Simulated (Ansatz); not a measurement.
## Electronic structure of Sn3Se in real space

```
Sn Se
1.0
     0.00000    0.00000    4.72609
     4.72609    0.00000    0.00000
     0.00000    4.72609    0.00000
Sn Se
3 1
Direct
  0.50000 0.00000 0.52645
  0.50000 0.50000 0.02645
  0.00000 0.50000 0.52645
  0.00000 0.00000 0.00000
```

Space group P4mm; a structure from a database of computed crystals, not necessarily the ambient phase; changed on purpose from its base cell (all Sn atoms moved +0.125 Å, as atom 1 along Cartesian [0 1 0]).

Theory: DFT r2SCAN, scalar-relativistic, plane waves, PAW in Ansatz.

In a PAW calculation such maps are meaningful between the atoms, not at the nuclei.

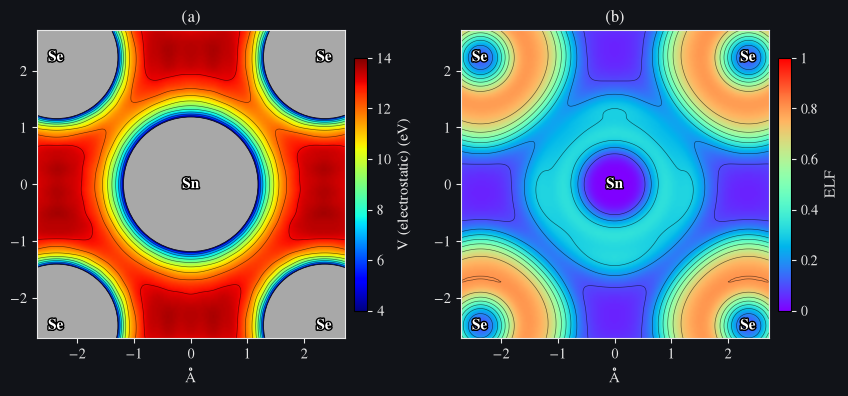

Figure 1. (a) electrostatic potential energy of an electron; (b) ELF on the (100) plane of the conventional cell. Grey discs cover the atomic cores in the potential map.

**Interpret the plot.**

The section cuts through Sn and Se sites. Sn–Se (3.25 Å): the ELF is about 0.25 at the midpoint (no shared electron pair shows on this line). Outside the cores the potential energy rises away from the atoms and is highest about 2.0 Å from the nearest atoms; its zero is arbitrary.

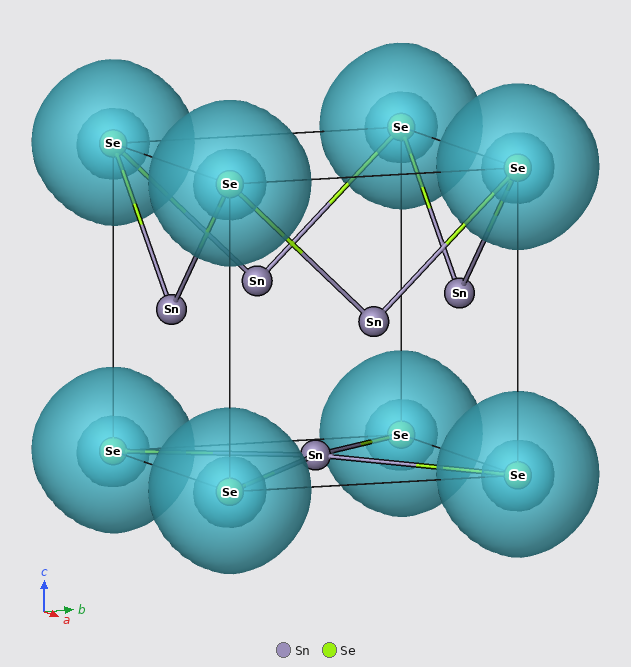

Figure 2. Isosurface of the electron localisation function at 0.65 (cyan), seen slightly off an axis. Only the valence region is drawn (cores and ρ < 0.01 e/Å³ removed). Sticks mark near contacts.

**Where are the electrons localised?**

The ELF exceeds this value in one region wrapped around Se (its valence shell), counted in one cell of 4 atoms. Any copies at cell faces, edges or corners count once. Along the contacts the grid gives the following. Sn–Se (3.34 Å): the ELF is about 0.20 at the midpoint: no shared electron pair shows on this line.

**Does the calculation give a band gap?**

It is metallic or semimetallic at this level of theory: no gap opens.
